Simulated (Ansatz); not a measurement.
**Band-structure calculation of CuO (part 2 of 2)**

The same run, continued: CuO (16 atoms in the cell); DFT PBE+U, scalar-relativistic, plane waves, PAW, Ueff = 4 eV on Cu d, spin-polarised (Ansatz 0.2.0); cutoff 420 eV, 8×6×6 k-mesh, Gaussian smearing of 0.05 eV, collinear spins. The structure derives from an entry of the Crystallography Open Database.

Geometry of the input (Å; fractional positions):
```
0.0000  4.1725  0.0000
3.7379  0.0000  5.5224
4.5611  0.0000  -4.8649
Cu 0.2510  0.1250  0.1243
Cu -0.2510  0.3743  -0.1250
O  -0.0000  0.3750  0.1250
O  0.0000  0.6250  -0.1250
Cu 0.7490  0.3757  0.3750
Cu 0.2510  0.6250  0.1257
O  0.5000  0.6250  0.3750
O  0.5000  0.8750  0.1250
Cu 0.2510  0.6250  0.6243
Cu -0.2510  0.8743  0.3750
O  -0.0000  0.8750  0.6250
O  0.0000  1.1250  0.3750
Cu 0.7490  0.8757  0.8750
Cu 0.2510  1.1250  0.6257
O  0.5000  1.1250  0.8750
O  0.5000  1.3750  0.6250
```

### What the program printed, continued
```
  k-point 1 ↑: bands = ["-102.6161", "-102.6159", "-102.6155", "-102.6155", "-101.8843", "-101.8841", "-101.8836", "-101.8836", "-60.2647", "-60.2632", "-60.2591", "-60.2588", "-60.2461", "-60.2442", "-60.2441", "-60.2436", "-59.4185", "-59.4179", "-59.4142", "-59.4141", "-59.3339", "-59.3328", "-59.3279", "-59.3278", "-59.3190", "-59.3170", "-59.3167", "-59.3165", "-59.1507", "-59.1502", "-59.1464", "-59.1463", "-9.0177", "-8.3394", "-8.1389", "-8.0621", "-7.9182", "-7.8529", "-7.7105", "-7.4961", "2.1969", "3.2771", "3.3533", "3.3740", "3.3948", "3.4228", "3.7030", "4.3287", "4.4961", "4.5120", "4.6738", "4.7440", "4.8036", "4.8854", "4.9087", "4.9383", "5.0502", "5.0806", "5.1963", "5.2192", "5.2808", "5.3789", "5.5551", "5.6832", "5.6990", "5.8134", "5.8575", "5.8698", "5.9397", "5.9517", "5.9723", "6.0313", "6.1015", "6.1880", "6.2190", "6.2437", "6.3084", "6.4358", "6.4965", "6.6021", "6.6133", "6.6789", "7.0050", "7.0763", "7.1751", "7.2801", "7.3037", "7.3435", "7.4602", "7.5659", "7.6079", "7.7825", "7.9174", "7.9516", "8.0200", "8.0905", "8.1307", "9.1144", "9.3275", "9.3993", "10.2575", "11.1710", "11.2351", "11.6318", "11.8705", "12.9184", "14.8843", "15.1089", "15.3806", "15.4455", "16.3667", "17.1294", "17.9217", "20.1726", "20.4976", "21.1483", "21.5602", "21.6315", "21.7574", "21.7890", "21.9036", "22.1123", "22.2225", "22.2820", "22.5396", "22.7096", "22.9921", "23.4919", "23.5171", "23.6792", "23.7586", "24.5931", "24.6692", "24.9596", "25.0753", "25.4591", "26.5780", "26.6541", "26.6853", "26.7600", "27.4100", "27.9148", "27.9230", "28.1643", "28.6687", "28.6846", "29.7332", "29.9891", "30.4078", "30.7304", "31.4199", "32.5177", "32.5794", "32.9192", "33.5144", "33.8244", "33.8693", "34.2581"]
  k-point 2 ↑: bands = ["-102.6160", "-102.6159", "-102.6155", "-102.6154", "-101.8843", "-101.8841", "-101.8836", "-101.8836", "-60.2646", "-60.2633", "-60.2591", "-60.2588", "-60.2460", "-60.2444", "-60.2441", "-60.2436", "-59.4185", "-59.4179", "-59.4142", "-59.4140", "-59.3339", "-59.3328", "-59.3279", "-59.3277", "-59.3189", "-59.3172", "-59.3167", "-59.3165", "-59.1507", "-59.1503", "-59.1464", "-59.1462", "-8.9180", "-8.5317", "-8.1293", "-8.0163", "-7.9002", "-7.8277", "-7.7173", "-7.5062", "2.4548", "3.1395", "3.4134", "3.4702", "3.5477", "3.5719", "3.6966", "4.0163", "4.2012", "4.2438", "4.6339", "4.7758", "4.7889", "4.8593", "4.9642", "5.0053", "5.0654", "5.1245", "5.1560", "5.3156", "5.3568", "5.4164", "5.5177", "5.5728", "5.6385", "5.7354", "5.7890", "5.8387", "5.8742", "5.9160", "5.9280", "6.0029", "6.0672", "6.1616", "6.1863", "6.2320", "6.3421", "6.4552", "6.5581", "6.6509", "6.8063", "6.9205", "6.9445", "7.0435", "7.1745", "7.2635", "7.3047", "7.3307", "7.4692", "7.5656", "7.7309", "7.7735", "7.8458", "7.9554", "7.9952", "8.0751", "8.1313", "9.0016", "9.4605", "9.5606", "10.4488", "11.0211", "11.1829", "11.4694", "12.5359", "13.4704", "14.2142", "14.7413", "15.5047", "15.5684", "16.0233", "16.4119", "18.5897", "20.2736", "20.5629", "20.5740", "20.9009", "21.2719", "21.4797", "21.4888", "21.9869", "22.2063", "22.4829", "22.6070", "22.7093", "23.1141", "23.1510", "23.2710", "23.9705", "24.2978", "24.4898", "24.5806", "24.6648", "25.0767", "25.1955", "25.9477", "26.5660", "26.6556", "26.7837", "26.9558", "27.3654", "27.4555", "27.7889", "28.0145", "28.3691", "28.8460", "29.0770", "30.4993", "30.8424", "30.8836", "30.9209", "31.0261", "32.3757", "33.0498", "33.3176", "33.4889", "33.6634", "34.2340"]
  k-point 99 ↓: bands = ["-102.6162", "-102.6162", "-102.6159", "-102.6159", "-101.8842", "-101.8842", "-101.8842", "-101.8842", "-60.2645", "-60.2641", "-60.2589", "-60.2585", "-60.2450", "-60.2447", "-60.2445", "-60.2440", "-59.4186", "-59.4186", "-59.4138", "-59.4137", "-59.3338", "-59.3337", "-59.3276", "-59.3275", "-59.3175", "-59.3174", "-59.3173", "-59.3171", "-59.1510", "-59.1509", "-59.1460", "-59.1459", "-8.5646", "-8.4109", "-8.1476", "-8.1041", "-8.0564", "-8.0416", "-7.5857", "-7.5719", "3.1521", "3.2478", "3.3588", "3.3830", "3.3959", "3.4218", "3.5670", "3.5885", "4.3123", "4.3174", "4.6265", "4.6394", "4.6498", "4.6559", "4.9289", "4.9541", "4.9815", "4.9955", "5.0267", "5.0357", "5.3978", "5.4013", "5.4071", "5.4345", "5.6034", "5.6042", "5.7767", "5.7929", "5.9348", "5.9356", "5.9650", "5.9730", "6.0886", "6.1032", "6.1857", "6.1904", "6.3734", "6.3834", "6.4289", "6.4500", "6.5627", "6.5708", "7.1933", "7.2079", "7.2392", "7.2508", "7.4389", "7.5097", "7.5169", "7.5351", "7.7107", "7.7462", "7.7499", "7.7575", "8.3981", "8.4236", "9.1300", "9.1570", "9.1619", "9.1709", "10.9643", "10.9660", "11.1488", "11.1627", "14.1283", "14.1350", "15.2674", "15.2728", "15.2740", "15.2893", "16.3025", "16.3103", "16.8213", "16.8423", "21.3786", "21.3933", "21.8297", "21.8319", "21.8331", "21.8332", "22.4646", "22.4875", "22.5419", "22.5432", "22.5808", "22.5915", "22.6265", "22.6323", "23.2220", "23.2249", "23.2480", "23.2531", "25.0362", "25.0768", "27.3089", "27.3634", "28.0757", "28.0844", "28.0995", "28.1164", "28.9285", "28.9344", "29.5134", "29.5174", "29.5319", "29.5325", "29.8028", "29.8069", "30.1750", "30.1869", "31.2416", "31.2467", "31.8898", "31.9311", "33.6056", "33.6113", "33.6115", "33.6132"]
Occupation matrices written to [file]
--- Löwdin populations: 16 sites ---
  site symbol       q [e]    m [muB]
     0     Cu     17.9782     0.4852
     1     Cu     17.9782     0.4852
     2      O      6.9143    -0.0000
     3      O      6.9042    -0.0000
     4     Cu     17.9782    -0.4852
     5     Cu     17.9782    -0.4852
     6      O      6.9143    -0.3717
     7      O      6.9126    -0.0000
     8     Cu     17.9782    -0.4852
     9     Cu     17.9782    -0.4852
    10      O      6.9143    -0.0000
    11      O      6.9042     0.0000
    12     Cu     17.9782     0.4852
    13     Cu     17.9782     0.4852
    14      O      6.9143     0.3717
    15      O      6.9126    -0.0000
  spilling = 0.004416 (of n_electrons = 200.000000)
--- Occupation matrices: 8 shells (run DFT+U table (all-electron-ortho-atomic); ε = 1.63e-4) ---
  Cu0 d_3D: site group C1 (1)
  Cu0 d_3D up     Tr n = 4.9459  λ = 0.976 0.981 0.995 0.996 0.998  [xy 0.86 A(1.00) | xz 0.48 A(1.00) | x2-y2 0.46 A(1.00) | z2 0.61 A(1.00) | yz 0.37 A(1.00)]
  Cu0 d_3D dn     Tr n = 4.4443  λ = 0.484 0.972 0.995 0.996 0.997  [yz 0.50 A(1.00) | xy 0.86 A(1.00) | x2-y2 0.69 A(1.00) | z2 0.57 A(1.00) | yz 0.31 A(1.00)]
  Cu1 d_3D: site group C1 (1)
  Cu1 d_3D up     Tr n = 4.9459  λ = 0.976 0.981 0.995 0.996 0.998  [xy 0.86 A(1.00) | xz 0.50 A(1.00) | x2-y2 0.57 A(1.00) | z2 0.58 A(1.00) | yz 0.40 A(1.00)]
  Cu1 d_3D dn     Tr n = 4.4443  λ = 0.484 0.972 0.995 0.996 0.997  [yz 0.50 A(1.00) | xy 0.86 A(1.00) | x2-y2 0.59 A(1.00) | z2 0.65 A(1.00) | xz 0.34 A(1.00)]
  Cu4 d_3D: site group C1 (1)
  Cu4 d_3D up     Tr n = 4.4443  λ = 0.484 0.972 0.995 0.996 0.997  [yz 0.50 A(1.00) | xy 0.86 A(1.00) | x2-y2 0.59 A(1.00) | z2 0.65 A(1.00) | xz 0.34 A(1.00)]
  Cu4 d_3D dn     Tr n = 4.9459  λ = 0.976 0.981 0.995 0.996 0.998  [xy 0.86 A(1.00) | xz 0.50 A(1.00) | x2-y2 0.57 A(1.00) | z2 0.58 A(1.00) | yz 0.40 A(1.00)]
  Cu5 d_3D: site group C1 (1)
  Cu5 d_3D up     Tr n = 4.4443  λ = 0.484 0.972 0.995 0.996 0.997  [yz 0.50 A(1.00) | xy 0.86 A(1.00) | x2-y2 0.69 A(1.00) | z2 0.57 A(1.00) | yz 0.31 A(1.00)]
  Cu5 d_3D dn     Tr n = 4.9459  λ = 0.976 0.981 0.995 0.996 0.998  [xy 0.86 A(1.00) | xz 0.48 A(1.00) | x2-y2 0.46 A(1.00) | z2 0.61 A(1.00) | yz 0.37 A(1.00)]
  Cu8 d_3D: site group C1 (1)
  Cu8 d_3D up     Tr n = 4.4443  λ = 0.484 0.972 0.995 0.996 0.997  [yz 0.50 A(1.00) | xy 0.86 A(1.00) | x2-y2 0.69 A(1.00) | z2 0.57 A(1.00) | yz 0.31 A(1.00)]
  Cu8 d_3D dn     Tr n = 4.9459  λ = 0.976 0.981 0.995 0.996 0.998  [xy 0.86 A(1.00) | xz 0.48 A(1.00) | x2-y2 0.46 A(1.00) | z2 0.61 A(1.00) | yz 0.37 A(1.00)]
  Cu9 d_3D: site group C1 (1)
  Cu9 d_3D up     Tr n = 4.4443  λ = 0.484 0.972 0.995 0.996 0.997  [yz 0.50 A(1.00) | xy 0.86 A(1.00) | x2-y2 0.59 A(1.00) | z2 0.65 A(1.00) | xz 0.34 A(1.00)]
  Cu9 d_3D dn     Tr n = 4.9459  λ = 0.976 0.981 0.995 0.996 0.998  [xy 0.86 A(1.00) | xz 0.50 A(1.00) | x2-y2 0.57 A(1.00) | z2 0.58 A(1.00) | yz 0.40 A(1.00)]
  Cu12 d_3D: site group C1 (1)
  Cu12 d_3D up     Tr n = 4.9459  λ = 0.976 0.981 0.995 0.996 0.998  [xy 0.86 A(1.00) | xz 0.50 A(1.00) | x2-y2 0.57 A(1.00) | z2 0.58 A(1.00) | yz 0.40 A(1.00)]
  Cu12 d_3D dn     Tr n = 4.4443  λ = 0.484 0.972 0.995 0.996 0.997  [yz 0.50 A(1.00) | xy 0.86 A(1.00) | x2-y2 0.59 A(1.00) | z2 0.65 A(1.00) | xz 0.34 A(1.00)]
  Cu13 d_3D: site group C1 (1)
  Cu13 d_3D up     Tr n = 4.9459  λ = 0.976 0.981 0.995 0.996 0.998  [xy 0.86 A(1.00) | xz 0.48 A(1.00) | x2-y2 0.46 A(1.00) | z2 0.61 A(1.00) | yz 0.37 A(1.00)]
  Cu13 d_3D dn     Tr n = 4.4443  λ = 0.484 0.972 0.995 0.996 0.997  [yz 0.50 A(1.00) | xy 0.86 A(1.00) | x2-y2 0.69 A(1.00) | z2 0.57 A(1.00) | yz 0.31 A(1.00)]
  Tr n, λ and their labels are of the run-group-symmetrised matrices; stabiliser: 4 of 8 elements of G0×{1,Θ} (closed), max defect 7.9e-7 at τ = 3.5e-5
```

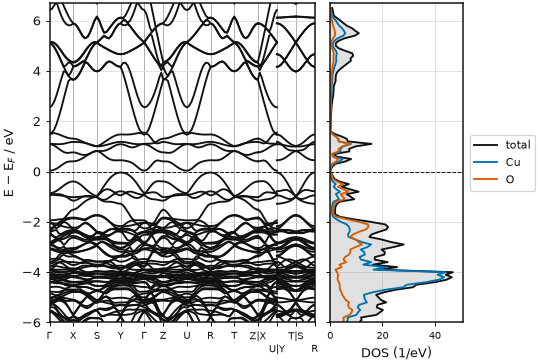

Figure 1. Band structure along Γ–X–S–Y–Γ–Z–U–R–T–Z|X–U|Y–T|S–R and density of states (projected on Löwdin-orthogonalised atomic shells), with energies from the Fermi level.

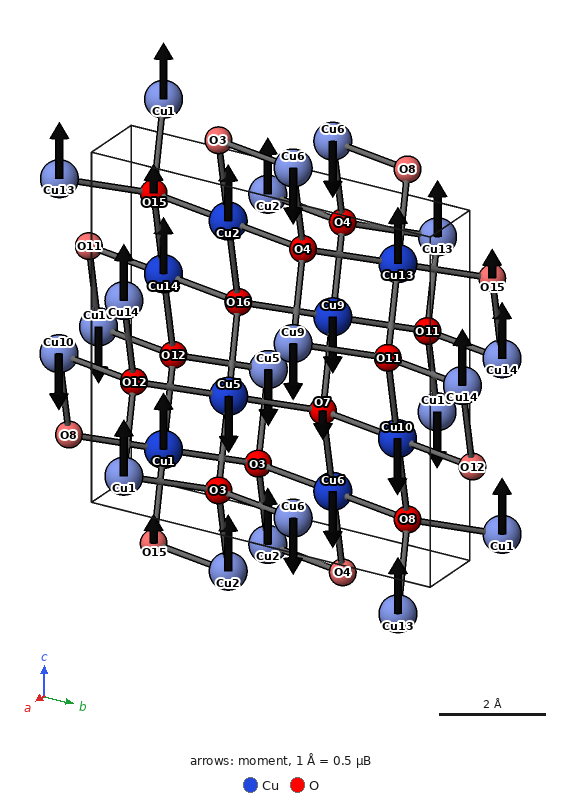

Figure 2. Magnetic moments of the sites as black arrows (ball-and-stick view of the cell of the calculation, seen slightly off an axis; neighbours outside the cell are drawn fainter; atoms are numbered from 1 in the order of the input); small moments hardly show. The run is collinear, so the axis drawn is arbitrary. Site moments: Cu1, Cu14 (0.54 μB); Cu6, Cu9 (−0.54 μB); Cu2, Cu13 (0.54 μB); Cu5, Cu10 (−0.54 μB); O7 (−0.28 μB); O15 (0.28 μB). They are counted near the atoms and needn't add up to the moment of the cell.

### Summary

```tsv
quantity	value
outcome	converged
space group (tolerance 0.01 Å)	P-42m (111)
electrons treated	200
free energy	−57524.0383 eV
Fermi energy	10.148 eV
gap on the k-point mesh	0.07 eV
gap on the band path	0.07 eV
net moment of the cell	0.00 μB
integrated absolute moment	6.12 μB
pressure	0.00 GPa
largest force (length of the vector)	0.002 eV/Å
hardware	8 threads of Arm Neoverse V2, 24 GiB of memory available, shared host
wall time	9 min (CPU time 72 min)
peak memory	11 GiB
```

Warnings of the run: near-symmetries of the structure were not used.
